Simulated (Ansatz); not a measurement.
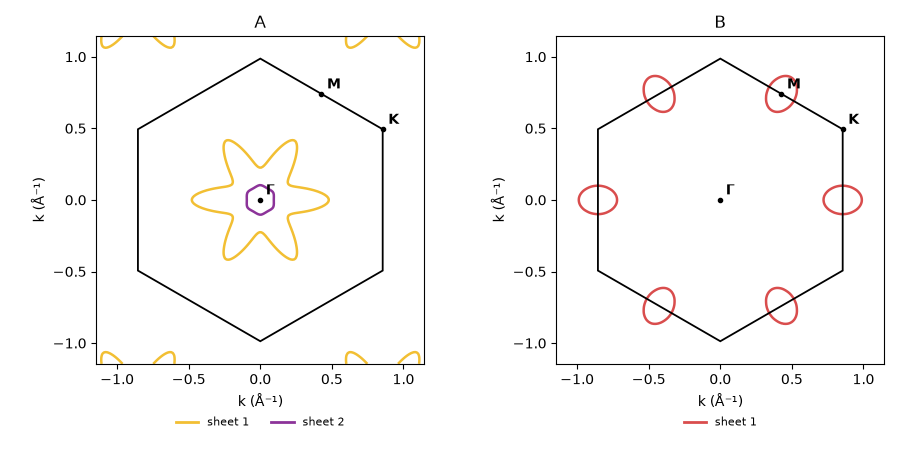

Constant-energy contours of one free-standing CdI$_{2}$ layer cut from the bulk crystal (space group of the slab cell P-3m1) near its two band edges (0.10 eV into the valence band, 0.10 eV into the conduction band), in unknown order.

Theory: Ansatz 0.2.0, DFT PBE, scalar-relativistic, plane waves, PAW; levels and slopes on a dense k mesh at the converged density. No spin polarisation. The levels come from a k mesh of 54×54×1 points. Cell and positions as given, without relaxation.

Masses come from a second pass at points close to the extrema; at the energies drawn a band may no longer be parabolic.

**Which panel shows the holes and which the electrons?**

A shows the valence band (holes), B the conduction band (electrons).

**Describe the extrema and the gap.**

Valence band (extrema up to 0.10 eV from the edge): six equivalent maxima on the Γ–M line, principal masses 0.38 and 4.18 mₑ. Band 27 forms the valence edge; band 26 begins 0.01 eV lower (at Γ). The surfaces also take in Γ, where this band lies 0.01 eV below its edge, so they needn't be separate pockets.
Conduction band (extrema up to 0.10 eV from the edge): three equivalent minima at M, principal masses 0.35 and 0.67 mₑ. Band 28 forms the conduction edge.
The gap is indirect, 2.51 eV at this level of theory, which underestimates gaps and can reorder valleys that lie close.

Spin-orbit coupling, left out here, can change the gap, its kind, the place of the band edges and the masses, since the compound holds Cd and I.

Cost: 110 s on 1 thread of Arm Neoverse V1, on a shared host, peak memory 1.2 GiB.
